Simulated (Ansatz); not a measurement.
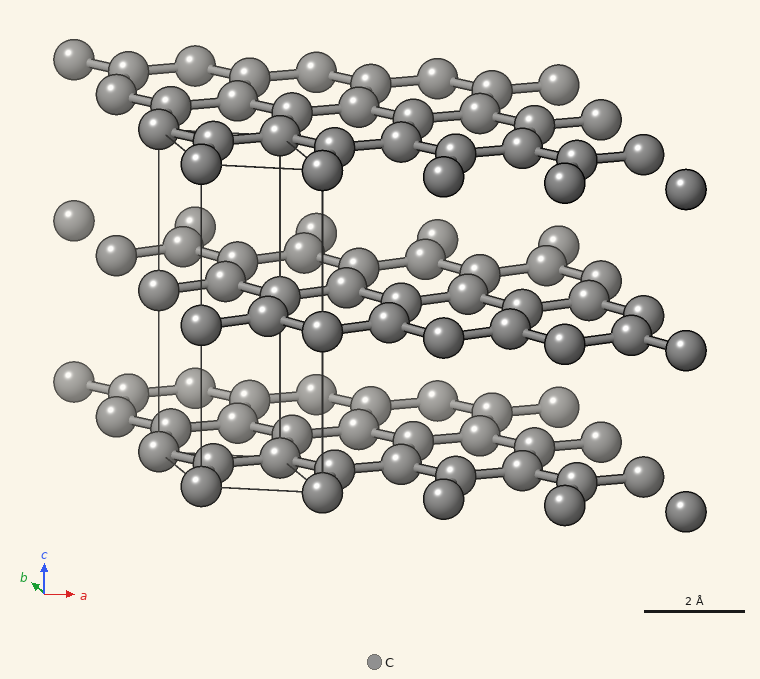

The starting structure (ball-and-stick view of the cell of the calculation, repeated 4 × 3 × 1, seen slightly off an axis). An atom can appear more than once, as a periodic image.

**Geometry relaxation of C (part 1 of 3)**

C (P6₃mc, 4 atoms in the cell), computed with DFT PBE, scalar-relativistic, plane waves, PAW, PAW set soft_1, no spin polarisation (Ansatz 0.2.0).

The structure derives from an entry of the Crystallography Open Database.

### What the program printed
```
Engine: ansatz 0.2.0, aarch64-unknown-linux-gnu
Pseudopotentials: kind: paw
Pseudopotential: C, paw, valence charge 4, recommended cutoff 420 eV (normal), [file]
Functional definition: PBE
  parameter kappa = 0.804
  parameter beta = 0.06672455060314922
  exchange = pbe_x(kappa = kappa, mu = beta*pi^2/3)
  correlation = pbe_c(beta = beta)
Crystal: 4 atoms, lattice volume = 35.875 Å³
Basis set: ecut = 420 eV, 665 PW (Γ), exchange–correlation on 36×36×96 points (8 copies of the dense FFT grid, shifted against one another)
Bands: 12, of which v1, the nominal top of the filled ones, is band 8 counted from 1 (7 counted from 0)
Symmetry: 12 space group operations
Space group: P63mc (ITA 186), of the structure as read, at distance tolerance 3.3e-5 Å
k-points: 192 of 2646 (time reversal used)
Non-local potential: C, projectors of the file, l = 0: 2, l = 1: 2, l = 2: 1
PAW form: soft (Blöchl's): semilocal exchange-correlation on the pseudo side does not see the compensation charge
PAW one-centre angular grid: C, 110 points (default); XC on 64 Gauss nodes
Initial density: superposition of atomic densities (chi_scale 0.1, normalization cell)
Initial wavefunctions: pseudopotential atomic-orbital guess
Functional: x = pbe(κ = 0.804, μ = 0.2195149727645171), c = pbe(β = 0.06672455060314922)
SCF iter   1: F=—  HF=-1005.808558 eV  |F-HF|=—  |Δ(HF+E_count)|=         —  Δρ=1.26e-1  dr2=4.97e0  ethr=3.10e-3  ⟨swp⟩=5.5  Hψ=13027  notcnv=0
preconditioner: auto → none  [metal: Δε(μ)=0.005 eV  Ē_g=16.254 eV  σ=0.100 eV  W_gap=0.03  n_scr=4 (ndim 8)  ℏωp=24.8 eV  f_vac=0.000  D(μ)=0.12/eV (n_scr^D=0)  sad-step TF]
SCF iter   2: F=—  HF=-1004.594601 eV  |F-HF|=—  |Δ(HF+E_count)|=    1.21e0  Δρ=7.45e-2  dr2=2.08e0  ethr=3.10e-3  ⟨swp⟩=2.9  Hψ=6078  notcnv=0
SCF iter   3: F=—  HF=-1003.693475 eV  |F-HF|=—  |Δ(HF+E_count)|=   9.01e-1  Δρ=7.40e-3  dr2=9.34e-3  ethr=3.10e-3  ⟨swp⟩=3.3  Hψ=6629  notcnv=0
SCF iter   4: F=—  HF=-1003.703200 eV  |F-HF|=—  |Δ(HF+E_count)|=   9.73e-3  Δρ=8.03e-4  dr2=1.71e-4  ethr=5.84e-5  ⟨swp⟩=2.2  Hψ=4838  notcnv=0
SCF iter   5: F=—  HF=-1003.703425 eV  |F-HF|=—  |Δ(HF+E_count)|=   2.24e-4  Δρ=1.24e-4  dr2=4.79e-6  ethr=1.07e-6  ⟨swp⟩=2.2  Hψ=3667  notcnv=0
SCF iter   6: F=—  HF=-1003.703446 eV  |F-HF|=—  |Δ(HF+E_count)|=   2.18e-5  Δρ=1.70e-5  dr2=6.02e-8  ethr=6.25e-10  ⟨swp⟩=5.9  Hψ=15913  notcnv=0
SCF iter   7: F=-1003.703447 eV  HF=-1003.703447 eV  |F-HF|=1.81e-9  |Δ(HF+E_count)|=   9.90e-8  Δρ=3.40e-6  dr2=4.08e-9  ethr=3.76e-10  ⟨swp⟩=3.0  Hψ=9075  notcnv=0
SCF 1 converged in 7 iterations: F = -1003.703447 eV  dr2 = 4.08e-9
  greatest PAW one-centre occupation: 0.672 electrons in one spin orbital (limit 2), on the C atom at site 1 (counted from 0), in its partial waves of l = 0
relax step   1: F+E_penalty+E_count = -1003.70344654 eV  Δ(F+E_penalty+E_count) = +0.000e0 eV  max|allowed force component| = 5.696e-1 eV/Å  Δτ_max = 0.0000 Å  P = -0.418 GPa  Ω = 35.875 Å³  (7 SCF iters, dr2 threshold 1.00e-7 eV, accepted)
Crystal: 4 atoms, lattice volume = 37.583 Å³
Basis set: ecut = 420 eV, 689 PW (Γ), exchange–correlation on 36×36×96 points (8 copies of the dense FFT grid, shifted against one another)
Initial density: handed on by an earlier stage of this run
Initial wavefunctions: those handed on with the density
iter 1 solved again at ethr=1.20e-4 eV; its pass at ethr=3.10e-3 eV (dr2=1.92e-2 eV) is discarded
SCF iter   1: F=—  HF=-1003.744601 eV  |F-HF|=—  |Δ(HF+E_count)|=         —  Δρ=6.92e-3  dr2=1.92e-2  ethr=1.20e-4  ⟨swp⟩=1.4  Hψ=19649  notcnv=0
preconditioner: auto → none  [metal: Δε(μ)=0.009 eV  Ē_g=15.548 eV  σ=0.100 eV  W_gap=0.05  n_scr=4 (ndim 8)  ℏωp=24.2 eV  f_vac=0.083  D(μ)=0.12/eV (n_scr^D=0)]
SCF iter   2: F=—  HF=-1003.739404 eV  |F-HF|=—  |Δ(HF+E_count)|=   5.20e-3  Δρ=2.71e-3  dr2=1.90e-3  ethr=1.20e-4  ⟨swp⟩=2.8  Hψ=3820  notcnv=0
SCF iter   3: F=—  HF=-1003.739462 eV  |F-HF|=—  |Δ(HF+E_count)|=   5.78e-5  Δρ=6.65e-4  dr2=7.24e-5  ethr=1.19e-5  ⟨swp⟩=3.0  Hψ=3914  notcnv=0
SCF iter   4: F=—  HF=-1003.739546 eV  |F-HF|=—  |Δ(HF+E_count)|=   8.38e-5  Δρ=3.73e-4  dr2=4.40e-5  ethr=4.53e-7  ⟨swp⟩=2.0  Hψ=3803  notcnv=0
SCF iter   5: F=-1003.739536 eV  HF=-1003.739536 eV  |F-HF|=2.37e-8  |Δ(HF+E_count)|=   9.46e-6  Δρ=3.43e-5  dr2=2.65e-7  ethr=2.50e-9  ⟨swp⟩=5.6  Hψ=14859  notcnv=0
SCF 2 converged in 5 iterations: F = -1003.739536 eV  dr2 = 2.65e-7
[... from here on the iterations of each SCF are left out, up to the last one ...]
relax step   2: F+E_penalty+E_count = -1003.73953631 eV  Δ(F+E_penalty+E_count) = -3.609e-2 eV  max|allowed force component| = 2.116e-1 eV/Å  Δτ_max = 0.0230 Å  P = -0.493 GPa  Ω = 37.583 Å³  energy of the carried Pulay correction = -3.470e-3 eV  (5 SCF iters, dr2 threshold 4.00e-7 eV, accepted)
Crystal: 4 atoms, lattice volume = 38.405 Å³
Basis set: ecut = 420 eV, 727 PW (Γ), exchange–correlation on 36×36×96 points (8 copies of the dense FFT grid, shifted against one another)
preconditioner: auto → none  [metal: Δε(μ)=0.007 eV  Ē_g=15.549 eV  σ=0.100 eV  W_gap=0.04  n_scr=4 (ndim 8)  ℏωp=24.0 eV  f_vac=0.101  D(μ)=0.12/eV (n_scr^D=0)]
SCF 3 converged in 5 iterations: F = -1003.744879 eV  dr2 = 3.17e-8
relax step   3: F+E_penalty+E_count = -1003.74487947 eV  Δ(F+E_penalty+E_count) = -5.343e-3 eV  max|allowed force component| = 1.751e-2 eV/Å  Δτ_max = 0.0055 Å  P = -0.228 GPa  Ω = 38.405 Å³  energy of the carried Pulay correction = -5.083e-3 eV  (5 SCF iters, dr2 threshold 4.00e-7 eV, accepted)
Crystal: 4 atoms, lattice volume = 38.718 Å³
preconditioner: auto → none  [metal: Δε(μ)=0.006 eV  Ē_g=15.555 eV  σ=0.100 eV  W_gap=0.04  n_scr=4 (ndim 8)  ℏωp=23.9 eV  f_vac=0.106  D(μ)=0.12/eV (n_scr^D=0)]
SCF 4 converged in 5 iterations: F = -1003.744686 eV  dr2 = 2.13e-9
relax step   4: F+E_penalty+E_count = -1003.74468624 eV  Δ(F+E_penalty+E_count) = +1.932e-4 eV  max|allowed force component| = 1.349e-3 eV/Å  Δτ_max = 0.0005 Å  P = -0.033 GPa  Ω = 38.718 Å³  energy of the carried Pulay correction = -5.689e-3 eV  (5 SCF iters, dr2 threshold 4.00e-7 eV, accepted)
Basis set: ecut = 420 eV, 727 PW (Γ), exchange–correlation on 36×36×100 points (8 copies of the dense FFT grid, shifted against one another)
Initial wavefunctions: pseudopotential atomic-orbital guess (no wavefunctions were taken with the density)
preconditioner: auto → none  [metal: Δε(μ)=0.005 eV  Ē_g=15.561 eV  σ=0.100 eV  W_gap=0.03  n_scr=4 (ndim 8)  ℏωp=23.9 eV  f_vac=0.101  D(μ)=0.12/eV (n_scr^D=0)]
SCF 5 converged in 6 iterations: F = -1003.759570 eV  dr2 = 1.16e-12
relax step   5: F+E_penalty+E_count = -1003.75957034 eV  Δ(F+E_penalty+E_count) = -1.488e-2 eV  max|allowed force component| = 1.348e-3 eV/Å  Δτ_max = 0.0000 Å  P = +0.461 GPa  Ω = 38.718 Å³  stress off target by 1.11e0 GPa  SCF on the basis re-selected at this cell (its energy is not comparable with the rows above)  (6 SCF iters)
basis re-selected at this cell: Δ(F+E_penalty+E_count) = -1.488e-2 eV, ΔP = +0.494 GPa vs the last step (what re-selecting the basis moved, of the pressure what is left beyond the Pulay correction that the steps carried, after the strain that the cell walked since its last selection, with what the two solves' SCF thresholds leave and, on support functions, any second-order correction that the steps lacked; it is no measure of the basis error at this ecutwfc). The dense FFT grid was sized anew with the basis: this SCF ran on 18×18×50 points, the steps before it on 18×18×48, so part of this shift can come from that change (see relax.cell in the input reference). This SCF's stress stands 1.11e0 GPa from its target on what of the cell is left free (relax.cell.stress_tol is 5.00e-2 GPa) and its largest allowed force component is 1.35e-3 eV/Å (relax.f_tol is 5.00e-3 eV/Å): not within both, so this SCF does not close the relaxation
Crystal: 4 atoms, lattice volume = 39.884 Å³
Basis set: ecut = 420 eV, 763 PW (Γ), exchange–correlation on 36×36×100 points (8 copies of the dense FFT grid, shifted against one another)
preconditioner: auto → none  [metal: Δε(μ)=0.004 eV  Ē_g=15.476 eV  σ=0.100 eV  W_gap=0.02  n_scr=4 (ndim 8)  ℏωp=23.5 eV  f_vac=0.157  D(μ)=0.12/eV (n_scr^D=0)]
SCF 6 converged in 5 iterations: F = -1003.762845 eV  dr2 = 2.86e-8
relax step   6: F+E_penalty+E_count = -1003.76284505 eV  Δ(F+E_penalty+E_count) = -3.275e-3 eV  max|allowed force component| = 1.892e-3 eV/Å  Δτ_max = 0.0001 Å  P = +0.343 GPa  Ω = 39.884 Å³  energy of the carried Pulay correction = -2.776e-3 eV  (5 SCF iters, dr2 threshold 4.00e-7 eV, accepted)
Crystal: 4 atoms, lattice volume = 41.093 Å³
Basis set: ecut = 420 eV, 777 PW (Γ), exchange–correlation on 36×36×100 points (8 copies of the dense FFT grid, shifted against one another)
preconditioner: auto → none  [metal: Δε(μ)=0.002 eV  Ē_g=15.414 eV  σ=0.100 eV  W_gap=0.01  n_scr=4 (ndim 8)  ℏωp=23.2 eV  f_vac=0.187  D(μ)=0.13/eV (n_scr^D=0)]
SCF 7 converged in 5 iterations: F = -1003.761498 eV  dr2 = 2.99e-8
relax step   7: F+E_penalty+E_count = -1003.76149784 eV  Δ(F+E_penalty+E_count) = +1.347e-3 eV  max|allowed force component| = 7.285e-4 eV/Å  Δτ_max = 0.0001 Å  P = +0.014 GPa  Ω = 41.093 Å³  energy of the carried Pulay correction = -6.317e-3 eV  (5 SCF iters, dr2 threshold 4.00e-7 eV, accepted)
Crystal: 4 atoms, lattice volume = 41.147 Å³
preconditioner: auto → none  [metal: Δε(μ)=0.002 eV  Ē_g=15.450 eV  σ=0.100 eV  W_gap=0.01  n_scr=4 (ndim 8)  ℏωp=23.2 eV  f_vac=0.178  D(μ)=0.13/eV (n_scr^D=0)]
SCF 8 converged in 6 iterations: F = -1003.761325 eV  dr2 = 8.87e-12
relax step   8: F+E_penalty+E_count = -1003.76132488 eV  Δ(F+E_penalty+E_count) = +1.730e-4 eV  max|allowed force component| = 1.582e-4 eV/Å  Δτ_max = 0.0000 Å  P = +0.000 GPa  Ω = 41.147 Å³  energy of the carried Pulay correction = -6.494e-3 eV  (6 SCF iters, accepted)
Basis set: ecut = 420 eV, 777 PW (Γ), exchange–correlation on 36×36×108 points (8 copies of the dense FFT grid, shifted against one another)
preconditioner: auto → none  [metal: Δε(μ)=0.002 eV  Ē_g=15.451 eV  σ=0.100 eV  W_gap=0.01  n_scr=4 (ndim 8)  ℏωp=23.2 eV  f_vac=0.174  D(μ)=0.13/eV (n_scr^D=0)]
SCF 9 converged in 6 iterations: F = -1003.770476 eV  dr2 = 1.97e-11
relax step   9: F+E_penalty+E_count = -1003.77047648 eV  Δ(F+E_penalty+E_count) = -9.152e-3 eV  max|allowed force component| = 1.604e-4 eV/Å  Δτ_max = 0.0000 Å  P = +0.105 GPa  Ω = 41.147 Å³  stress off target by 4.30e-1 GPa  SCF on the basis re-selected at this cell (its energy is not comparable with the rows above)  (6 SCF iters)
basis re-selected at this cell: Δ(F+E_penalty+E_count) = -9.152e-3 eV, ΔP = +0.105 GPa vs the last step (what re-selecting the basis moved, of the pressure what is left beyond the Pulay correction that the steps carried, after the strain that the cell walked since its last selection, with what the two solves' SCF thresholds leave and, on support functions, any second-order correction that the steps lacked; it is no measure of the basis error at this ecutwfc). The dense FFT grid was sized anew with the basis: this SCF ran on 18×18×54 points, the steps before it on 18×18×50, so part of this shift can come from that change (see relax.cell in the input reference). This SCF's stress stands 4.30e-1 GPa from its target on what of the cell is left free (relax.cell.stress_tol is 5.00e-2 GPa) and its largest allowed force component is 1.60e-4 eV/Å (relax.f_tol is 5.00e-3 eV/Å): not within both, so this SCF does not close the relaxation
Crystal: 4 atoms, lattice volume = 42.113 Å³
Basis set: ecut = 420 eV, 789 PW (Γ), exchange–correlation on 36×36×108 points (8 copies of the dense FFT grid, shifted against one another)
preconditioner: auto → none  [metal: Δε(μ)=0.002 eV  Ē_g=15.377 eV  σ=0.100 eV  W_gap=0.01  n_scr=4 (ndim 8)  ℏωp=22.9 eV  f_vac=0.194  D(μ)=0.13/eV (n_scr^D=0)]
SCF 10 converged in 5 iterations: F = -1003.770201 eV  dr2 = 1.97e-8
relax step  10: F+E_penalty+E_count = -1003.77020085 eV  Δ(F+E_penalty+E_count) = +2.756e-4 eV  max|allowed force component| = 1.277e-3 eV/Å  Δτ_max = 0.0000 Å  P = +0.030 GPa  Ω = 42.113 Å³  energy of the carried Pulay correction = -2.069e-3 eV  (5 SCF iters, dr2 threshold 4.00e-7 eV, accepted)
Crystal: 4 atoms, lattice volume = 42.606 Å³
Basis set: ecut = 420 eV, 813 PW (Γ), exchange–correlation on 36×36×108 points (8 copies of the dense FFT grid, shifted against one another)
preconditioner: auto → none  [metal: Δε(μ)=0.001 eV  Ē_g=15.374 eV  σ=0.100 eV  W_gap=0.01  n_scr=4 (ndim 8)  ℏωp=22.8 eV  f_vac=0.198  D(μ)=0.13/eV (n_scr^D=0)]
SCF 11 converged in 5 iterations: F = -1003.769303 eV  dr2 = 6.47e-9
relax step  11: F+E_penalty+E_count = -1003.76930338 eV  Δ(F+E_penalty+E_count) = +8.975e-4 eV  max|allowed force component| = 7.105e-5 eV/Å  Δτ_max = 0.0000 Å  P = +0.008 GPa  Ω = 42.606 Å³  energy of the carried Pulay correction = -3.265e-3 eV  (5 SCF iters, dr2 threshold 6.80e-8 eV, accepted)
Crystal: 4 atoms, lattice volume = 42.700 Å³
Basis set: ecut = 420 eV, 825 PW (Γ), exchange–correlation on 36×36×108 points (8 copies of the dense FFT grid, shifted against one another)
preconditioner: auto → none  [metal: Δε(μ)=0.001 eV  Ē_g=15.384 eV  σ=0.100 eV  W_gap=0.01  n_scr=4 (ndim 8)  ℏωp=22.7 eV  f_vac=0.195  D(μ)=0.14/eV (n_scr^D=0)]
SCF 12 converged in 6 iterations: F = -1003.769073 eV  dr2 = 1.82e-11
relax step  12: F+E_penalty+E_count = -1003.76907323 eV  Δ(F+E_penalty+E_count) = +2.301e-4 eV  max|allowed force component| = 4.276e-5 eV/Å  Δτ_max = 0.0000 Å  P = +0.001 GPa  Ω = 42.700 Å³  energy of the carried Pulay correction = -3.502e-3 eV  (6 SCF iters, accepted)
Basis set: ecut = 420 eV, 825 PW (Γ), exchange–correlation on 36×36×120 points (8 copies of the dense FFT grid, shifted against one another)
preconditioner: auto → none  [metal: Δε(μ)=0.001 eV  Ē_g=15.388 eV  σ=0.100 eV  W_gap=0.01  n_scr=4 (ndim 8)  ℏωp=22.7 eV  f_vac=0.198  D(μ)=0.14/eV (n_scr^D=0)]
SCF 13 converged in 5 iterations: F = -1003.773477 eV  dr2 = 1.99e-11
relax step  13: F+E_penalty+E_count = -1003.77347705 eV  Δ(F+E_penalty+E_count) = -4.404e-3 eV  max|allowed force component| = 3.832e-5 eV/Å  Δτ_max = 0.0000 Å  P = +0.049 GPa  Ω = 42.700 Å³  stress off target by 2.07e-1 GPa  SCF on the basis re-selected at this cell (its energy is not comparable with the rows above)  (5 SCF iters)
basis re-selected at this cell: Δ(F+E_penalty+E_count) = -4.404e-3 eV, ΔP = +0.048 GPa vs the last step (what re-selecting the basis moved, of the pressure what is left beyond the Pulay correction that the steps carried, after the strain that the cell walked since its last selection, with what the two solves' SCF thresholds leave and, on support functions, any second-order correction that the steps lacked; it is no measure of the basis error at this ecutwfc). The dense FFT grid was sized anew with the basis: this SCF ran on 18×18×60 points, the steps before it on 18×18×54, so part of this shift can come from that change (see relax.cell in the input reference). This SCF's stress stands 2.07e-1 GPa from its target on what of the cell is left free (relax.cell.stress_tol is 5.00e-2 GPa) and its largest allowed force component is 3.83e-5 eV/Å (relax.f_tol is 5.00e-3 eV/Å): not within both, so this SCF does not close the relaxation
Crystal: 4 atoms, lattice volume = 43.424 Å³
Basis set: ecut = 420 eV, 837 PW (Γ), exchange–correlation on 36×36×120 points (8 copies of the dense FFT grid, shifted against one another)
preconditioner: auto → LDOS  [metal: Δε(μ)=0.001 eV  Ē_g=15.333 eV  σ=0.100 eV  W_gap=0.01  n_scr=6 (ndim 8)  ℏωp=22.5 eV  f_vac=0.214  D(μ)=0.14/eV (n_scr^D=2)  β→1.0]
SCF 14 converged in 5 iterations: F = -1003.772616 eV  dr2 = 6.79e-9
relax step  14: F+E_penalty+E_count = -1003.77261553 eV  Δ(F+E_penalty+E_count) = +8.615e-4 eV  max|allowed force component| = 4.873e-5 eV/Å  Δτ_max = 0.0000 Å  P = +0.016 GPa  Ω = 43.424 Å³  energy of the carried Pulay correction = -1.470e-3 eV  (5 SCF iters, dr2 threshold 1.07e-7 eV, accepted)
Crystal: 4 atoms, lattice volume = 43.727 Å³
preconditioner: auto → LDOS  [metal: Δε(μ)=0.001 eV  Ē_g=15.337 eV  σ=0.100 eV  W_gap=0.01  n_scr=6 (ndim 8)  ℏωp=22.5 eV  f_vac=0.217  D(μ)=0.14/eV (n_scr^D=2)  β→1.0]
SCF 15 converged in 5 iterations: F = -1003.772004 eV  dr2 = 6.29e-10
relax step  15: F+E_penalty+E_count = -1003.77200359 eV  Δ(F+E_penalty+E_count) = +6.119e-4 eV  max|allowed force component| = 1.621e-5 eV/Å  Δτ_max = 0.0000 Å  P = -0.000 GPa  Ω = 43.727 Å³  energy of the carried Pulay correction = -2.138e-3 eV  (5 SCF iters, dr2 threshold 9.26e-9 eV, accepted)
preconditioner: auto → LDOS  [metal: Δε(μ)=0.001 eV  Ē_g=15.348 eV  σ=0.100 eV  W_gap=0.01  n_scr=6 (ndim 8)  ℏωp=22.5 eV  f_vac=0.213  D(μ)=0.14/eV (n_scr^D=2)  β→1.0]
SCF 16 converged in 5 iterations: F = -1003.774475 eV  dr2 = 1.15e-11
relax step  16: F+E_penalty+E_count = -1003.77447492 eV  Δ(F+E_penalty+E_count) = -2.471e-3 eV  max|allowed force component| = 1.685e-5 eV/Å  Δτ_max = 0.0000 Å  P = +0.025 GPa  Ω = 43.727 Å³  stress off target by 1.13e-1 GPa  SCF on the basis re-selected at this cell (its energy is not comparable with the rows above)  (5 SCF iters)
basis re-selected at this cell: Δ(F+E_penalty+E_count) = -2.471e-3 eV, ΔP = +0.026 GPa vs the last step (what re-selecting the basis moved, of the pressure what is left beyond the Pulay correction that the steps carried, after the strain that the cell walked since its last selection, with what the two solves' SCF thresholds leave and, on support functions, any second-order correction that the steps lacked; it is no measure of the basis error at this ecutwfc). This SCF's stress stands 1.13e-1 GPa from its target on what of the cell is left free (relax.cell.stress_tol is 5.00e-2 GPa) and its largest allowed force component is 1.69e-5 eV/Å (relax.f_tol is 5.00e-3 eV/Å): not within both, so this SCF does not close the relaxation
Crystal: 4 atoms, lattice volume = 44.265 Å³
Basis set: ecut = 420 eV, 839 PW (Γ), exchange–correlation on 36×36×120 points (8 copies of the dense FFT grid, shifted against one another)
preconditioner: auto → LDOS  [metal: Δε(μ)=0.001 eV  Ē_g=15.308 eV  σ=0.100 eV  W_gap=0.00  n_scr=6 (ndim 8)  ℏωp=22.3 eV  f_vac=0.233  D(μ)=0.15/eV (n_scr^D=2)  β→1.0]
SCF 17 converged in 5 iterations: F = -1003.773650 eV  dr2 = 3.70e-9
relax step  17: F+E_penalty+E_count = -1003.77364958 eV  Δ(F+E_penalty+E_count) = +8.253e-4 eV  max|allowed force component| = 4.099e-5 eV/Å  Δτ_max = 0.0000 Å  P = +0.006 GPa  Ω = 44.265 Å³  energy of the carried Pulay correction = -1.056e-3 eV  (5 SCF iters, dr2 threshold 3.17e-8 eV, accepted)
Crystal: 4 atoms, lattice volume = 44.408 Å³
preconditioner: auto → LDOS  [metal: Δε(μ)=0.001 eV  Ē_g=15.318 eV  σ=0.100 eV  W_gap=0.00  n_scr=6 (ndim 8)  ℏωp=22.3 eV  f_vac=0.233  D(μ)=0.15/eV (n_scr^D=2)  β→1.0]
SCF 18 converged in 6 iterations: F = -1003.773363 eV  dr2 = 6.52e-12
relax step  18: F+E_penalty+E_count = -1003.77336285 eV  Δ(F+E_penalty+E_count) = +2.867e-4 eV  max|allowed force component| = 1.816e-5 eV/Å  Δτ_max = 0.0000 Å  P = -0.000 GPa  Ω = 44.408 Å³  energy of the carried Pulay correction = -1.353e-3 eV  (6 SCF iters, accepted)
preconditioner: auto → LDOS  [metal: Δε(μ)=0.001 eV  Ē_g=15.324 eV  σ=0.100 eV  W_gap=0.00  n_scr=6 (ndim 8)  ℏωp=22.3 eV  f_vac=0.230  D(μ)=0.15/eV (n_scr^D=2)  β→1.0]
SCF 19 converged in 5 iterations: F = -1003.774845 eV  dr2 = 1.88e-12
```
